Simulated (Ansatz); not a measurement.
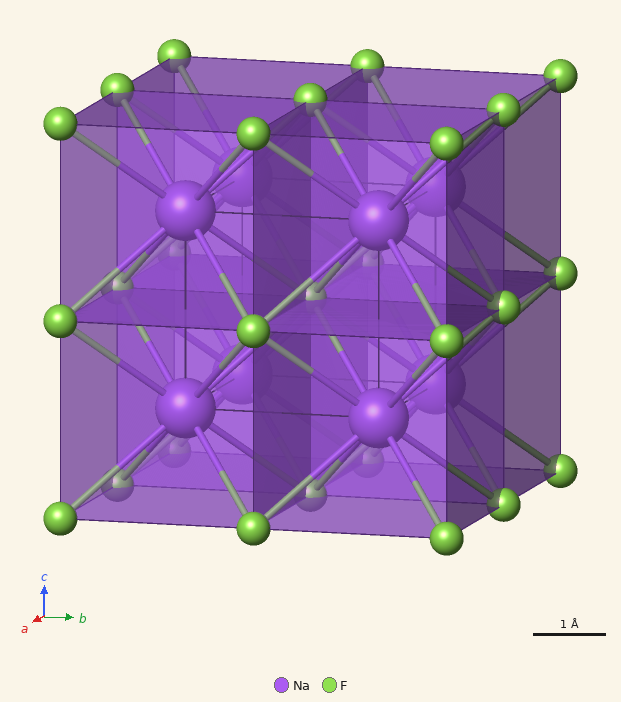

*The input geometry (polyhedral view of the cell of the calculation, seen slightly off an axis; polyhedra are completed across the faces of the cell).*

**Band-structure calculation, with input and output: NaF**

System: NaF (P4/mmm, 2 atoms in the cell).
Method: DFT, PBE, plane waves, PAW, no spin polarisation (Ansatz 0.2.0).

The structure was built on a prototype by a generator. The geometry comes from this level: r2SCAN (a point of a series of strains). It belongs to a series of runs on one base structure; here: epitaxial_xy strain +0.4%.

### Input file
```yaml
crystal:
  lattice:
    - [2.8035417653, 0.0, 0.0]
    - [0.0, 2.8035417653, 0.0]
    - [0.0, 0.0, 2.7925406604]
  atoms:
    - { symbol: Na, position: [0.0, 0.0, 0.0] }
    - { symbol: F, position: [0.5, 0.5, 0.5] }
kpoints:
  mp_grid: { grid: [10, 10, 10] }
  band_path:
    path: [[0.0, 0.0, 0.0], [0.0, 0.5, 0.0], [0.5, 0.5, 0.0], [0.5, 0.5, 0.5]]
    npoints: 1
hamiltonian:
  xc: pbe
scf:
  occupations: { method: fermi_dirac, width: 0.02 }
  n_extra_bands: 4
output:
  forces: true
  stress: true
  eigenvalues: true
  write_density: true
  write_potential: true
  elf: true
  volumetric_format: npy
```

Hardware: 4 threads of an x86-64 CPU, shared host.

Command:
```bash
ansatz run input.yaml --threads 4 --pin off --max-ram 3686MiB --backend cpu --events-out ev --progress --plain --runs-dir out
```

### Log
```
scf.n_extra_bands = 4 over 8 filled bands (N_el = 16.0): the run solves 12 bands
Engine: ansatz 0.2.0, x86_64-unknown-linux-gnu
Pseudopotentials: kind: paw
Pseudopotential: Na, paw, valence charge 9, recommended cutoff 420 eV (normal), Na.paw.azcp
Pseudopotential: F, paw, valence charge 7, recommended cutoff 420 eV (normal), F.paw.azcp
Functional definition: PBE
  parameter kappa = 0.804
  parameter beta = 0.06672455060314922
  exchange = pbe_x(kappa = kappa, mu = beta*pi^2/3)
  correlation = pbe_c(beta = beta)
Crystal: 2 atoms, lattice volume = 21.949 Å³
Basis set: ecut = 420 eV, 437 PW (Γ), exchange–correlation on 40×40×40 points (8 copies of the dense FFT grid, shifted against one another)
Bands: 12, of which v1, the nominal top of the filled ones, is band 8 counted from 1 (7 counted from 0)
Symmetry: 16 space group operations
Space group: P4/mmm (ITA 123), of the structure as read, at distance tolerance 2.8e-5 Å
k-points: 126 of 1000
Non-local potential: Na, projectors of the file, l = 0: 3, l = 1: 2, l = 2: 1
Non-local potential: F, projectors of the file, l = 0: 2, l = 1: 2, l = 2: 1
PAW form: soft (Blöchl's): semilocal exchange-correlation on the pseudo side does not see the compensation charge
PAW one-centre angular grid: Na, 110 points (default); XC on 64 Gauss nodes
PAW one-centre angular grid: F, 110 points (default); XC on 64 Gauss nodes
Initial density: superposition of atomic densities (neutral atoms: chi_scale 0, normalization atom), corrected by the library's trained network
Initial wavefunctions: pseudopotential atomic-orbital guess
Functional: x = pbe(κ = 0.804, μ = 0.2195149727645171), c = pbe(β = 0.06672455060314922)
SCF iter   1: F=—  HF=-2297.096344 eV  |F-HF|=—  |Δ(HF+E_count)|=         —  Δρ=1.16e-3  dr2=3.61e-4  ethr=1.77e-3  ⟨swp⟩=5.9  Hψ=8444  notcnv=0
preconditioner: auto → none  [insulator: Δε(μ)=6.036 eV  Ē_g=27.221 eV  σ=0.020 eV  W_gap=1.00  n_scr=6 (ndim 8)  ℏωp=29.7 eV  f_vac=0.034  D(μ)=0.00/eV (n_scr^D=0)  ε∞_Penn≈2.2]
SCF iter   2: F=—  HF=-2297.095826 eV  |F-HF|=—  |Δ(HF+E_count)|=   5.17e-4  Δρ=5.24e-4  dr2=4.15e-5  ethr=2.26e-6  ⟨swp⟩=2.0  Hψ=3903  notcnv=0
SCF iter   3: F=—  HF=-2297.095710 eV  |F-HF|=—  |Δ(HF+E_count)|=   1.16e-4  Δρ=2.16e-4  dr2=4.77e-6  ethr=2.60e-7  ⟨swp⟩=2.1  Hψ=2342  notcnv=0
SCF iter   4: F=—  HF=-2297.095716 eV  |F-HF|=—  |Δ(HF+E_count)|=   5.95e-6  Δρ=1.03e-4  dr2=1.61e-6  ethr=2.98e-8  ⟨swp⟩=2.0  Hψ=2016  notcnv=0
iter 5 did not close the SCF: its close was put off for the readings that it lacked (scf_convergence_deferred on its scf_iter line)
SCF iter   5: F=-2297.095716 eV  HF=-2297.095716 eV  |F-HF|=1.51e-9  |Δ(HF+E_count)|=   3.78e-8  Δρ=1.80e-5  dr2=4.99e-8  ethr=1.01e-8  ⟨swp⟩=2.9  Hψ=2462  notcnv=0
SCF iter   6: F=-2297.095716 eV  HF=-2297.095716 eV  |F-HF|=2.67e-8  |Δ(HF+E_count)|=   3.57e-8  Δρ=1.45e-5  dr2=3.04e-8  ethr=3.12e-10  ⟨swp⟩=5.0  Hψ=7720  notcnv=0
SCF 1 converged in 6 iterations: F = -2297.095716 eV  dr2 = 3.04e-8
  greatest PAW one-centre occupation: 0.999 electrons in one spin orbital (limit 2), on the Na atom at site 0 (counted from 0), in its partial waves of l = 0
NSCF: frozen V_eff on 4 k-points
SCF converged after 6 iterations
Free energy (F): -2297.095716 eV
Harris-Foulkes:  -2297.095716 eV  (|F-HF|=2.67e-8)
Internal energy: -2297.095716 eV  (E = F + TS)
E sigma→0 (E₀):  -2297.095716 eV
Fermi energy:    5.935120 eV
--- Per-component energies (eV) ---
  E_band       = -217.159032
  E_kinetic    = 329.585360
  E_local      = -1570.754066  (includes V_loc(G=0)·N_el)
  E_nonlocal   = 188.654772
  E_hartree    = 547.770069
  E_xc         = -120.377221
  E_vxc        = -154.447624  (∫ρ·V_xc dr)
  E_paw        = -463.655385  (= ΣΔE_a)
  E_vpaw       = -105.744599  (= ΣTr[D̂ρ^β])
  E_aug_tail   = 0.001917  (compensation charges beyond the density's cutoff)
  E_ewald      = -1208.321163
  E_smearing   = -0.000000  (= −TS)
  E_closure    = 0.000000  (closes the sum)
  Σ components = -2297.095716   (vs F -2297.095716, Δ=0.00e0)
--- Forces (eV/Å), atoms counted from 1 ---
  atom   1  Na    -0.00000000    -0.00000000     0.00000000
  atom   2  F     -0.00000000     0.00000000     0.00000000
  max |Σ_I F_I| component: 3.90e-30 eV/Å
--- Stress (GPa, compression-positive) ---
        3.730998       0.000000       0.000000
        0.000000       3.730998       0.000000
        0.000000       0.000000       4.387386
  P = ⅓ Tr σ = 3.9498 GPa (39.498 kbar)
--- Band table (eV; the first three rows and the last of 126) ---
  k-point 0: bands = ["-45.3915", "-17.1810", "-17.1810", "-17.1795", "-16.9937", "2.5245", "2.5245", "2.5524", "8.9525", "18.5901", "18.6641", "26.7215"]
  k-point 1: bands = ["-45.3889", "-17.3545", "-17.1781", "-17.1781", "-16.8126", "2.2704", "2.5364", "2.5364", "9.2957", "18.5115", "18.7798", "26.6898"]
  k-point 2: bands = ["-45.3821", "-17.5750", "-17.1704", "-17.1704", "-16.5745", "1.6183", "2.5688", "2.5688", "10.1740", "17.9730", "19.3482", "26.6043"]
  k-point 125: bands = ["-45.3170", "-17.3693", "-17.3614", "-17.3614", "-16.2337", "1.2203", "1.2297", "1.2297", "17.2511", "17.2544", "17.2544", "22.2157"]
```

### File bands.tsv
```
# k_distance	band_0	band_1	band_2	band_3	band_4	band_5	band_6	band_7	band_8	band_9	band_10	band_11
# fermi_ev = 5.935120
# lock_threshold_ev = 1e-6
# [0, 0, 0] at k_distance = 0.000000
# [0, 0.5, 0] at k_distance = 1.120580
# [0.5, 0.5, 0] at k_distance = 2.241160
# [0.5, 0.5, 0.5] at k_distance = 3.366154
# levels_relative_to = fermi_ev
# free_energy_ev = -2297.095716
# largest_residual_norms_ev = 2.979e-4 3.068e-4 4.240e-4 3.975e-4 5.656e-4 4.370e-4 5.401e-4 5.048e-4 8.479e-4 7.893e-4 8.597e-4 3.429e-4
0.000000	-51.326606	-23.116116	-23.116116	-23.114631	-22.928867	-3.410581	-3.410581	-3.382754	3.017372	12.654939	12.729010	20.786420
1.120580	-51.300470	-23.855655	-23.086403	-23.085238	-22.107815	-5.697866	-3.284371	-3.257075	7.759828	8.753369	16.855624	18.120919
2.241160	-51.276175	-23.351492	-23.351492	-23.062043	-22.410537	-4.940986	-4.940986	-3.051896	8.876454	12.140924	12.140924	12.573917
3.366154	-51.252113	-23.304430	-23.296566	-23.296566	-22.168833	-4.714807	-4.705408	-4.705408	11.315945	11.319294	11.319294	16.280535
```

### File rho_z.tsv
```
# z_ang	rho[e/angstrom^3]
# format = ansatz-planar-average/11
# lattice	2.803541765	0.000000000	0.000000000
# lattice	0.000000000	2.803541765	0.000000000
# lattice	0.000000000	0.000000000	2.792540660
# sites	2
# site	11	0.000000000	0.000000000	0.000000000
# site	9	1.401770883	1.401770883	1.396270330
0.000000	1.458694e0
0.139627	1.307312e0
0.279254	9.331111e-1
0.418881	5.320445e-1
0.558508	2.877463e-1
0.698135	2.397657e-1
0.837762	3.247143e-1
0.977389	5.178791e-1
1.117016	7.944140e-1
1.256643	1.047821e0
1.396270	1.150980e0
1.535897	1.047821e0
1.675524	7.944140e-1
1.815151	5.178791e-1
1.954778	3.247143e-1
2.094405	2.397657e-1
2.234033	2.877463e-1
2.373660	5.320445e-1
2.513287	9.331111e-1
2.652914	1.307312e0
```

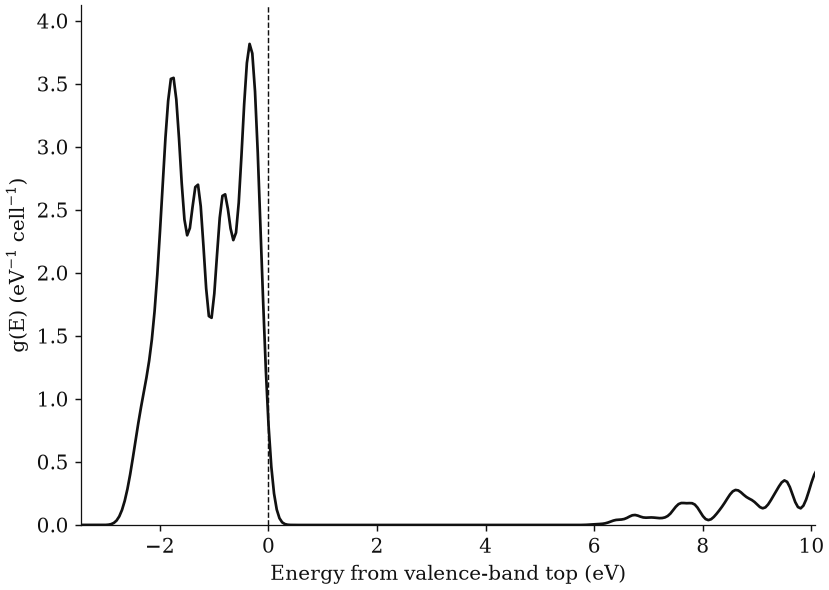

*Density of states (the curve is built from the levels of the k mesh with Gaussians 0.3 eV wide, which also blur the band edges), with energies from the valence-band top.*

There is a gap of 6.07 eV on the k-point mesh. Small ripples come from the finite k-point mesh.

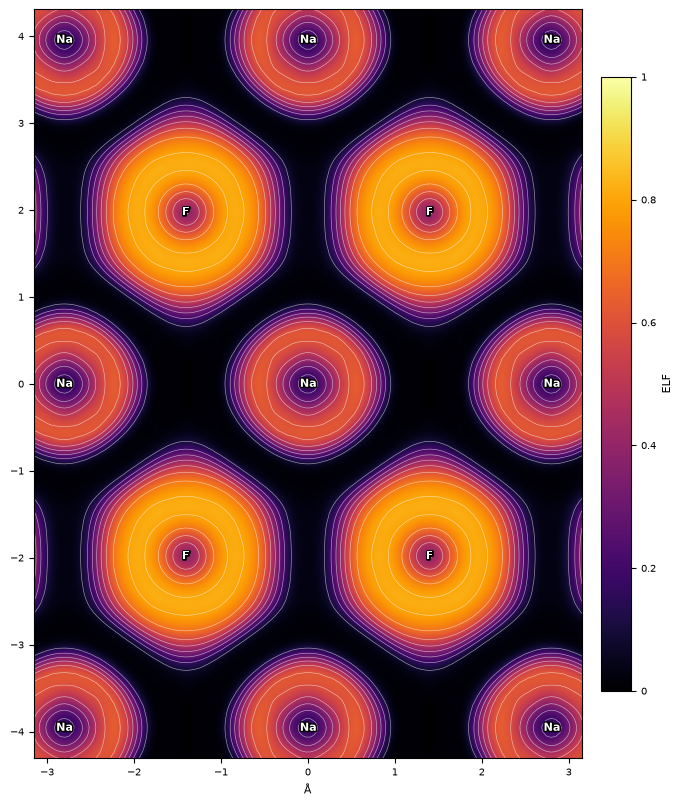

*ELF on the (011) plane of the conventional cell.*

The plane passes through Na and F nuclei. Na–F (2.42 Å): the ELF is about 0.05 at the midpoint (ionic bonding with no shared pair). The strong features right at Na lie inside the PAW spheres (semicore, d or f shells) and say nothing about bonding. Core electrons are frozen (PAW), so the fields are smoothed inside the atomic spheres.

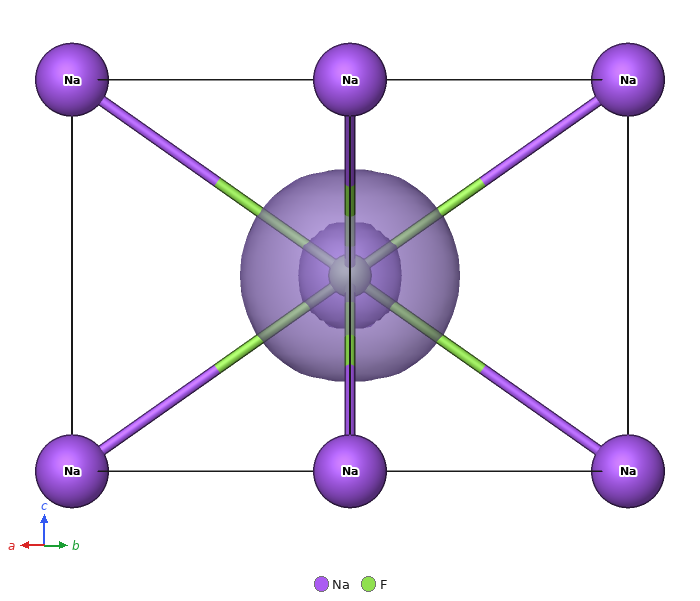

*Isosurface of the electron localisation function at 0.75 (purple), seen along [110]. Only the valence region is drawn (cores and ρ < 0.01 e/Å³ removed). Sticks mark near contacts. The outline is the cell set on symmetry axes.*

Values along the shortest contacts:

### Results in brief

```tsv
quantity	value
outcome	converged
space group (tolerance 0.01 Å)	P4/mmm (123)
electrons treated	16
free energy	−2297.0957 eV
Fermi energy	5.935 eV
gap on the k-point mesh	6.07 eV
pressure	3.95 GPa
largest force (length of the vector)	under 0.001 eV/Å
wall time	1.8 s (CPU time 5.1 s)
peak memory	0.32 GiB
```
